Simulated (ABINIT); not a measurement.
C: dielectric calculation (part 1 of 3)

- system: C (2 atoms in the cell)
- method: Kohn-Sham DFT of a periodic cell, PBE, JTH PAW PBE v2.0, no spin polarisation (ABINIT 10.8.3)

The structure derives from a Materials Project entry.

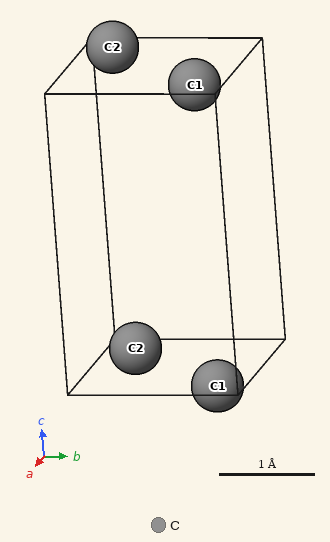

Figure 1. The input geometry (ball-and-stick view of the reduced cell, seen slightly off an axis; atoms are numbered from 1 in the order of the input). Near neighbours in the crystal (not all of them lie inside the picture): C has 3 C at 1.42 Å.

Input:
```
ndtset 3

pp_dirpath "./"
pseudos "C.GGA_PBE-JTH.xml"

acell 2.4564546488 2.4564546488 3.7645254158 Angstrom
rprim
     0.8660124494    -0.5000224370     0.0000000000
     0.8660124494     0.5000224370     0.0000000000
    -0.3663329314     0.0000000000     0.9304838437
ntypat 1
znucl 6
natom 2
typat 1 1
chkprim 0
chksymtnons 0
tolsym 1.0e-6
xred
   0.1666444700   0.1666444700   0.9999069600
   0.8333555300   0.8333555300   0.0000930400

ecut 19.0
pawecutdg 38.0
pawxcdev 0
pawovlp 30

ngkpt 10 10 6
nshiftk 1
shiftk 0.0 0.0 0.0

ixc 11

nband 4
occopt 1

nstep 80
diemac 6.0

prteig 0
prtebands 0
prtwf 0
prtden 0
prtpot 0

kptopt1 1
tolvrs1 1.0e-11
prtwf1 1
tolwfr1 1.0e-15

iscf2 -3
rfelfd2 2
rfdir2 1 1 1
getwfk2 1
kptopt2 2
nqpt2 1
qpt2 0.0 0.0 0.0
tolwfr2 1.0e-18
prtwf2 1

rfelfd3 3
rfdir3 1 1 1
getwfk3 1
getddk3 2
kptopt3 2
nqpt3 1
qpt3 0.0 0.0 0.0
tolvrs3 1.0e-9
```

File mrgddb.in:
```
merged_DDB
C
2
runo_DS1_DDB
runo_DS3_DDB
```

File anaddb.abi:
```
ddb_filepath "merged_DDB"
output_file "anaddb.abo"
outdata_prefix "ana"
asr 1
chneut 1
dipdip 1
dieflag 2
enunit 0
```

Hardware: 1 thread of Intel Xeon @ 2.90GHz (Ice Lake), 128 GiB of memory available, shared host.

Command:
```bash
abinit run.abi > log 2>&1
mrgddb < mrgddb.in > mrgddb.log 2>&1
anaddb anaddb.abi > anaddb.log 2>&1
```

What the program printed:
```
.Version 10.8.3 of ABINIT
 DATASET    1 : space group C2/m (# 12); Bravais mC (1-face-center monocl.)
================================================================================
 Values of the parameters that define the memory need for DATASET  1.
     intxc =       0    ionmov =       0      iscf =      17    lmnmax =       8
     lnmax =       4     mgfft =      30  mpssoang =       2    mqgrid =    3001
     natom =       2  nloc_mem =       2    nspden =       1   nspinor =       1
    nsppol =       1      nsym =       4    n1xccc =       1    ntypat =       1
    occopt =       1   xclevel =       2
       mpw =         504          nfft =       12000          nkpt =         172
 PAW method is used; the additional fine FFT grid is defined by:
   mgfftf=        40    nfftf =     29160
================================================================================
================================================================================

 DATASET    2 : space group C2/m (# 12); Bravais mC (1-face-center monocl.)
================================================================================
 Values of the parameters that define the memory need for DATASET  2 (RF).
     intxc =       0      iscf =      -3    lmnmax =       8     lnmax =       4
     mgfft =      30  mpssoang =       2    mqgrid =    3001     natom =       2
  nloc_mem =       2    nspden =       1   nspinor =       1    nsppol =       1
      nsym =       4    n1xccc =       1    ntypat =       1    occopt =       1
   xclevel =       2
      nfft =       12000          nkpt =         304
================================================================================
================================================================================

 DATASET    3 : space group C2/m (# 12); Bravais mC (1-face-center monocl.)
================================================================================
 Values of the parameters that define the memory need for DATASET  3 (RF).
     intxc =       0      iscf =       7    lmnmax =       8     lnmax =       4
     mgfft =      30  mpssoang =       2    mqgrid =    3001     natom =       2
  nloc_mem =       2    nspden =       1   nspinor =       1    nsppol =       1
      nsym =       4    n1xccc =       1    ntypat =       1    occopt =       1
   xclevel =       2
      nfft =       12000          nkpt =         304
================================================================================
================================================================================

--------------------------------------------------------------------------------
------------- Echo of variables that govern the present computation ------------
--------------------------------------------------------------------------------
 -outvars: echo values of preprocessed input variables --------
            acell      4.6420265269E+00  4.6420265269E+00  7.1139220299E+00 Bohr
              amu      1.20110000E+01
          chkprim           0
      chksymtnons           0
           diemac      6.00000000E+00
             ecut      1.90000000E+01 Hartree
           getddk1          0
           getddk2          0
           getddk3          2
           getwfk1          0
           getwfk2          1
           getwfk3          1
             iscf1         17
             iscf2         -3
             iscf3          7
                       outvar_i_n : Printing only first  50 k-points.
              ixc          11
           jdtset        1    2    3
                       outvar_i_n : Printing only first  50 k-points.
           kptopt1          1
           kptopt2          2
           kptopt3          2
         kptrlatt       10    0    0      0   10    0      0    0    6
          kptrlen      4.26835322E+01
            natom           2
            nband1          4
            nband2          4
            nband3          4
           ndtset           3
            ngfft          20      20      30
          ngfftdg          27      27      40
             nkpt1        172
             nkpt2        304
             nkpt3        304
             nqpt1          0
             nqpt2          1
             nqpt3          1
            nstep          80
             nsym           4
           ntypat           1
        optdriver1          0
        optdriver2          1
        optdriver3          1
        pawecutdg      3.80000000E+01 Hartree
          pawovlp      3.0000000000E+01
         pawxcdev           0
           prtden           0
        prtebands           0
           prteig           0
            prtwf1          1
            prtwf2          1
            prtwf3          0
           rfelfd1          0
           rfelfd2          2
           rfelfd3          3
            rprim      8.6601244940E-01 -5.0002243700E-01  0.0000000000E+00
                       8.6601244940E-01  5.0002243700E-01  0.0000000000E+00
                      -3.6633293140E-01  0.0000000000E+00  9.3048384370E-01
          spgroup          12
           tolsym      1.00000000E-06
           tolvrs1     1.00000000E-11
           tolvrs2     0.00000000E+00
           tolvrs3     1.00000000E-09
           tolwfr1     1.00000000E-15
           tolwfr2     1.00000000E-18
           tolwfr3     0.00000000E+00
            typat      1  1
           useylm           1
                       outvars : Printing only first  50 k-points.
           xangst     -6.6992899202E-01  9.9820943439E-18  3.5025041753E+00
                       3.5454999756E+00  5.2408291641E-17  3.2590331051E-04
            xcart     -1.2659823187E+00  1.8863424473E-17  6.6187736461E+00
                       6.7000239333E+00  9.9037317928E-17  6.1586800040E-04
             xred      1.6664447000E-01  1.6664447000E-01  9.9990696000E-01
                       8.3335553000E-01  8.3335553000E-01  9.3040000000E-05
            znucl        6.00000

================================================================================

 chkinp: Checking input parameters for consistency, jdtset=   1.

 chkinp: Checking input parameters for consistency, jdtset=   2.

 chkinp: Checking input parameters for consistency, jdtset=   3.

================================================================================
== DATASET  1 ==================================================================

--- !DatasetInfo
iteration_state: {dtset: 1, }
dimensions: {natom: 2, nkpt: 172, mband: 4, nsppol: 1, nspinor: 1, nspden: 1, mpw: 504, }
cutoff_energies: {ecut:  19.0, pawecutdg:  38.0, }
electrons: {nelect:   8.00000000E+00, charge:   0.00000000E+00, occopt:   1.00000000E+00, tsmear:   1.00000000E-02, }
meta: {optdriver: 0, ionmov: 0, optcell: 0, iscf: 17, paral_kgb: 0, }
...

 Exchange-correlation functional for the present dataset will be:
  GGA: Perdew-Burke-Ernzerhof functional - ixc=11
  J.P.Perdew, K.Burke, M.Ernzerhof, PRL 77, 3865 (1996)

 Real(R)+Recip(G) space primitive vectors, cartesian coordinates (Bohr,Bohr^-1):
 R(1)=  4.0200528 -2.3211174  0.0000000  G(1)=  0.1243765 -0.2154135  0.0489672
 R(2)=  4.0200528  2.3211174  0.0000000  G(2)=  0.1243765  0.2154135  0.0489672
 R(3)= -2.6060639  0.0000000  6.6193895  G(3)=  0.0000000  0.0000000  0.1510713
 Unit cell volume ucvol=  1.2353124E+02 bohr^3
 Angles (23,13,12)=  1.08496630E+02  1.08496630E+02  6.00029689E+01 degrees

 Coarse grid specifications (used for wave-functions):

 getcut: wavevector=  0.0000  0.0000  0.0000  ngfft=  20  20  30
         ecut(hartree)=     19.000   => boxcut(ratio)=   2.14936

 Fine grid specifications (used for densities):

 getcut: wavevector=  0.0000  0.0000  0.0000  ngfft=  27  27  40
         ecut(hartree)=     38.000   => boxcut(ratio)=   2.02047

--- Pseudopotential description ------------------------------------------------
- pspini: atom type   1  psp file is ./C.GGA_PBE-JTH.xml
 Pseudopotential format is: paw10
 basis_size (lnmax)=  4 (lmn_size=  8), orbitals=   0   0   1   1
 Spheres core radius: rc_sph= 1.50736703
 Shapefunction is SIN type: shapef(r)=[sin(pi*r/rshp)/(pi*r/rshp)]**2
 Radius for shape functions =  1.30052589
 Compensation charge density is not taken into account in XC energy/potential

   6.99883411E+01                                ecore*ucvol(ha*bohr**3)
--------------------------------------------------------------------------------

================================================================================

--- !BeginCycle
iteration_state: {dtset: 1, }
solver: {iscf: 17, nstep: 80, nline: 4, wfoptalg: 10, }
tolerances: {tolwfr: 1.00E-15, tolvrs: 1.00E-11, }
...

     iter   Etot(hartree)      deltaE(h)  residm     nres2
 ETOT  1  -11.527268695123    -1.153E+01 9.667E-02 1.041E+01
 ETOT  2  -11.497432746230     2.984E-02 3.265E-04 8.159E-01
 ETOT  3  -11.494454548047     2.978E-03 7.067E-05 2.877E-02
 ETOT  4  -11.494575130993    -1.206E-04 6.385E-06 1.047E-03
 ETOT  5  -11.494586356843    -1.123E-05 9.135E-07 4.910E-05
 ETOT  6  -11.494586880827    -5.240E-07 1.093E-07 1.270E-06
 ETOT  7  -11.494586900164    -1.934E-08 1.447E-08 9.727E-09
 ETOT  8  -11.494586900647    -4.832E-10 1.477E-09 6.110E-10
 ETOT  9  -11.494586900694    -4.667E-11 2.143E-10 1.470E-11
 ETOT 10  -11.494586900699    -4.928E-12 1.904E-11 1.324E-12
 ETOT 11  -11.494586900700    -7.052E-13 3.248E-12 7.904E-14
 ETOT 12  -11.494586900700    -5.329E-14 2.512E-13 2.634E-14
 ETOT 13  -11.494586900700    -1.421E-13 4.974E-14 2.404E-15
 ETOT 14  -11.494586900700     6.395E-14 3.350E-15 7.537E-16
 ETOT 15  -11.494586900700    -2.487E-14 9.924E-16 8.766E-17

 At SCF step   15  max residual=  9.92E-16 < tolwfr=  1.00E-15 AND nres2   =  8.77E-17 < tolvrs=  1.00E-11 =>converged.

 Cartesian components of stress tensor (hartree/bohr^3)
  sigma(1 1)= -1.37554683E-04  sigma(3 2)=  0.00000000E+00
  sigma(2 2)= -1.35629893E-04  sigma(3 1)=  8.07299120E-07
  sigma(3 3)= -7.60008500E-05  sigma(2 1)=  0.00000000E+00

--- !ResultsGS
iteration_state: {dtset: 1, }
comment   : Summary of ground state results
lattice_vectors:
- [  4.0200528,  -2.3211174,   0.0000000, ]
- [  4.0200528,   2.3211174,   0.0000000, ]
- [ -2.6060639,   0.0000000,   6.6193895, ]
lattice_lengths: [   4.64203,    4.64203,    7.11392, ]
lattice_angles: [108.497, 108.497,  60.003, ] # degrees, (23, 13, 12)
lattice_volume:   1.2353124E+02
convergence: {deltae: -2.487E-14, res2:  8.766E-17, residm:  9.924E-16, diffor: null, }
etotal    :  -1.14945869E+01
entropy   :   0.00000000E+00
fermie    :   1.49946078E-01
cartesian_stress_tensor: # hartree/bohr^3
- [ -1.37554683E-04,   0.00000000E+00,   8.07299120E-07, ]
- [  0.00000000E+00,  -1.35629893E-04,   0.00000000E+00, ]
- [  8.07299120E-07,   0.00000000E+00,  -7.60008500E-05, ]
pressure_GPa:   3.4245E+00
xred      :
- [  1.6664E-01,   1.6664E-01,   9.9991E-01,  C]
- [  8.3336E-01,   8.3336E-01,   9.3040E-05,  C]
cartesian_forces: # hartree/bohr
- [ -2.06170816E-04,  -3.66230027E-21,   4.79913354E-05, ]
- [  2.06170816E-04,   3.66230027E-21,  -4.79913354E-05, ]
force_length_stats: {min:   2.11682719E-04, max:   2.11682719E-04, mean:   2.11682719E-04, }
...

 Integrated electronic density in atomic spheres:
 ------------------------------------------------
 Atom  Sphere_radius  Integrated_density
    1        1.50737          2.75171447
    2        1.50737          2.75171447

================================================================================

 ----iterations are completed or convergence reached----

 Mean square residual over all n,k,spin=   51.255E-17; max=  99.240E-17
 reduced coordinates (array xred) for    2 atoms
       0.166644470000      0.166644470000      0.999906960000
       0.833355530000      0.833355530000      0.000093040000
 rms dE/dt=  8.3762E-04; max dE/dt=  8.5497E-04; dE/dt below (all hartree)
    1       0.000828817559      0.000828817559     -0.000854967666
    2      -0.000828817559     -0.000828817559      0.000854967666

 cartesian coordinates (angstrom) at end:
    1     -0.66992899201843     0.00000000000000     3.50250417528941
    2      3.54549997561322     0.00000000000000     0.00032590331051

 cartesian forces (hartree/bohr) at end:
    1     -0.00020617081613    -0.00000000000000     0.00004799133538
    2      0.00020617081613     0.00000000000000    -0.00004799133538
 frms,max,avg= 1.2221508E-04 2.0617082E-04   0.000E+00  0.000E+00  0.000E+00 h/b

 cartesian forces (eV/Angstrom) at end:
    1     -0.01060172962569    -0.00000000000000     0.00246781368781
    2      0.01060172962569     0.00000000000000    -0.00246781368781
 frms,max,avg= 6.2845518E-03 1.0601730E-02   0.000E+00  0.000E+00  0.000E+00 e/A
 length scales=  4.642026526945  4.642026526945  7.113922029881 bohr
              =  2.456454648800  2.456454648800  3.764525415800 angstroms
 Fermi (or HOMO) energy (hartree) =   0.14995   Average Vxc (hartree)=  -0.37094
 Eigenvalues (hartree) for nkpt= 172  k points:
 kpt#   1, nband=  4, wtk=  0.00167, kpt=  0.0000  0.0000  0.0000 (reduced coord)
  -0.55173   -0.07926    0.06169    0.06182
 prteigrs : prtvol=0 or 1, do not print more k-points.

--- !EnergyTerms
iteration_state     : {dtset: 1, }
comment             : Components of total free energy in Hartree
kinetic             :  6.84767831403954E+00
hartree             :  3.75628698756724E+00
xc                  : -4.29845065869432E+00
Ewald energy        : -7.95235816341277E+00
psp_core            :  5.66563905399662E-01
local_psp           : -1.19595114807169E+01
PAW spherical_terms :  1.54520419537434E+00
total_energy        : -1.14945869004432E+01
total_energy_eV     : -3.12783643885954E+02
...

--- !EnergyTermsDC
iteration_state     : {dtset: 1, }
comment             : '"Double-counting" decomposition of free energy'
band_energy         : -1.31719603295887E+00
Ewald energy        : -7.95235816341277E+00
psp_core            :  5.66563905399662E-01
xc_dc               : -3.61207374112428E+00
PAW spherical_terms :  8.20477131396355E-01
total_energy_dc     : -1.14945869006999E+01
total_energy_dc_eV  : -3.12783643892939E+02
...

--- !EnergyTermsWithPAWCore
iteration_state     : {dtset: 1, }
comment             : 'Components of total free energy, including PAW core contributions'
Total energy        : -7.62084212110040E+01
Total energy DC     : -7.62084212112607E+01
Total energy (eV)   : -2.07373678476904E+03
Total energy DC (eV): -2.07373678477603E+03
...

 Cartesian components of stress tensor (hartree/bohr^3)
  sigma(1 1)= -1.37554683E-04  sigma(3 2)=  0.00000000E+00
  sigma(2 2)= -1.35629893E-04  sigma(3 1)=  8.07299120E-07
  sigma(3 3)= -7.60008500E-05  sigma(2 1)=  0.00000000E+00

-Cartesian components of stress tensor (GPa)         [Pressure=  3.4245E+00 GPa]
- sigma(1 1)= -4.04699848E+00  sigma(3 2)=  0.00000000E+00
- sigma(2 2)= -3.99036921E+00  sigma(3 1)=  2.37515601E-02
- sigma(3 3)= -2.23602221E+00  sigma(2 1)=  0.00000000E+00

================================================================================
== DATASET  2 ==================================================================

--- !DatasetInfo
iteration_state: {dtset: 2, }
dimensions: {natom: 2, nkpt: 304, mband: 4, nsppol: 1, nspinor: 1, nspden: 1, mpw: 504, }
cutoff_energies: {ecut:  19.0, pawecutdg:  38.0, }
electrons: {nelect:   8.00000000E+00, charge:   0.00000000E+00, occopt:   1.00000000E+00, tsmear:   1.00000000E-02, }
meta: {optdriver: 1, rfelfd: 2, }
...

 mkfilename : getwfk/=0, take file _WFK from output of DATASET   1.

 Exchange-correlation functional for the present dataset will be:
  GGA: Perdew-Burke-Ernzerhof functional - ixc=11
  J.P.Perdew, K.Burke, M.Ernzerhof, PRL 77, 3865 (1996)

 Real(R)+Recip(G) space primitive vectors, cartesian coordinates (Bohr,Bohr^-1):
 R(1)=  4.0200528 -2.3211174  0.0000000  G(1)=  0.1243765 -0.2154135  0.0489672
 R(2)=  4.0200528  2.3211174  0.0000000  G(2)=  0.1243765  0.2154135  0.0489672
 R(3)= -2.6060639  0.0000000  6.6193895  G(3)=  0.0000000  0.0000000  0.1510713
 Unit cell volume ucvol=  1.2353124E+02 bohr^3
 Angles (23,13,12)=  1.08496630E+02  1.08496630E+02  6.00029689E+01 degrees
 setup1 : take into account q-point for computing boxcut.

 Coarse grid specifications (used for wave-functions):

 getcut: wavevector=  0.0000  0.0000  0.0000  ngfft=  20  20  30
         ecut(hartree)=     19.000   => boxcut(ratio)=   2.14936

 Fine grid specifications (used for densities):

 getcut: wavevector=  0.0000  0.0000  0.0000  ngfft=  27  27  40
         ecut(hartree)=     38.000   => boxcut(ratio)=   2.02047
--------------------------------------------------------------------------------

 ==>  initialize data related to q vector <==

 The list of irreducible perturbations for this q vector is:
    1)    idir= 1    ipert=   3
    2)    idir= 2    ipert=   3
    3)    idir= 3    ipert=   3
```
